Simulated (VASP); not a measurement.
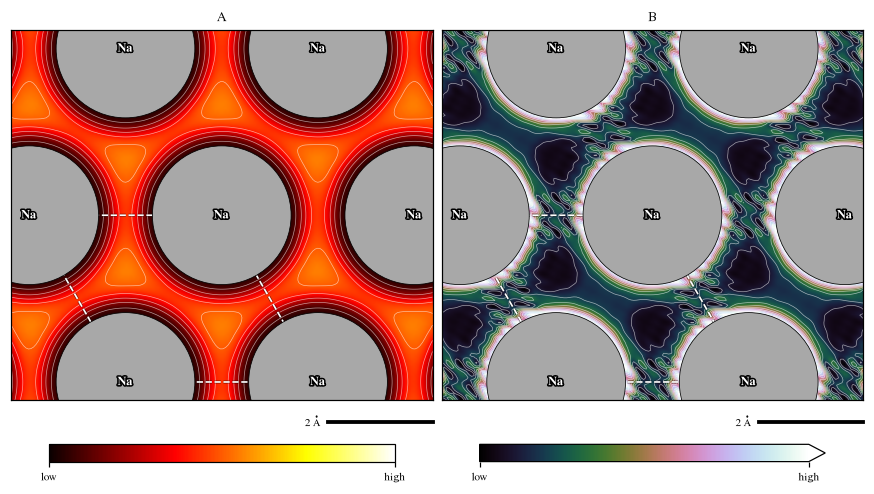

Na: 2 fields on the (001) plane of the conventional cell, with unlabelled colour scales. Grey discs cover the atomic cores.

Space group P6₃/mmc; a structure from a database of computed crystals, not necessarily the ambient phase.

Method: Kohn-Sham DFT of a periodic cell, PBE, VASP PAW PBE potentials, recommended in VASP 6.6.1.

Question: Match the panels to the quantities (electron localisation function and valence pseudo-density).

Answer: Panel A: electron localisation function. Panel B: valence pseudo-density. From the grid: Na–Na (3.70 Å): ρ at the midpoint is about 0.03 e/Å³; the ELF is about 0.45 at the midpoint.
